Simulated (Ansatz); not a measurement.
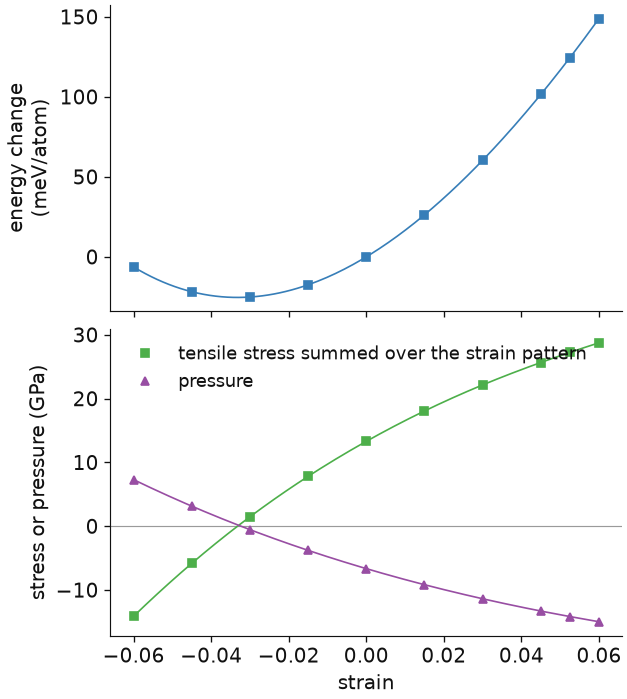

The plot gives the computed energy change, tensile stress summed over the strain pattern and pressure against strain for Ti, space group Im-3m (No. 229).

Structure:
```xyz
1
Lattice="-1.6410 1.6410 1.6410 1.6410 -1.6410 1.6410 1.6410 1.6410 -1.6410" Properties=species:S:1:pos:R:3 pbc="T T T"
Ti    0.0000    0.0000    0.0000
```

Calculation (Ansatz 0.2.0): homogeneous strain of a crystal along one Voigt pattern with engineering shear, fractional coordinates fixed, by plane-wave density functional theory with PAW datasets, free energies less that of the undisturbed cell, pressure positive in compression; scalar-relativistic. Level: PBEsol, no spin polarisation.

wave cutoff 420 eV; k mesh 20×20×20; occupations Gaussian; smearing width 0.15 eV; k shift (0, 0, 0) (mesh steps); start as given; strain pattern (1, 1, 0, 0, 0, 0) (xx yy zz yz xz xy with engineering shear).

Question: Is the given structure stable along this path?

Answer: No: the energy falls towards negative values, so the start isn't a stationary minimum along this path.

Question: Where does the curve of the energy change have its lowest point?

Answer: The lowest computed point is at strain −0.0300 (−25 meV/atom).

Question: Read off the course of the tensile stress summed over the strain pattern.

Answer: It rises from −14.1 GPa at strain −0.0600 to 28.7 GPa at 0.0600, and changes sign near −0.033.

Caveats: reference crystal is not relaxed.
